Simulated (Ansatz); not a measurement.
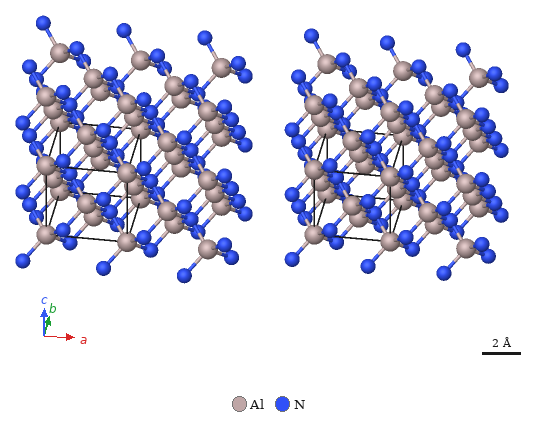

Two geometries of crystalline AlN (built on the zincblende type), drawn at one scale. One is the start of a relaxation, the other its converged end. The picture is a ball-and-stick view of the conventional cell (4 times the calculation's cell), repeated 2 × 1 × 2 with one cell outlined, seen from a free direction. Lengths and directions refer to the drawn axes.

These are results of Ansatz, DFT, PBE, plane waves, PAW, not measurements. (plane-wave cutoff 420 eV; k-point mesh 10 × 10 × 10; occupations fermi dirac; smearing width 0.02 eV; no spin polarisation; cell and atoms relaxed; force threshold 0.005 eV/Å)

Which geometry has the lower energy?

Answer. The left one is the relaxed one. After 6 accepted moves (8 points after the start) the energy has fallen by 253 meV per atom. All forces vanish by symmetry, so only the cell relaxes. Pressure: 51.76 GPa at the start and 0.02 GPa at the end. The SCF was repeated twice at an unchanged geometry on a basis and grid sized afresh for the cell, which shifted the energy by 14.0 meV per atom at most. No atom moves by more than 0.005 Å relative to the cell. The drawn cell changes as follows: a = b = c 4.137 → 4.403 Å (+6.4 %); the volume changes by +20.6 %. Near-neighbour distances that change, for instance: Al–N 1.791 → 1.907 Å. The space group stays F-43m (No. 216). The run took of the order of 7 core-seconds on a shared host.
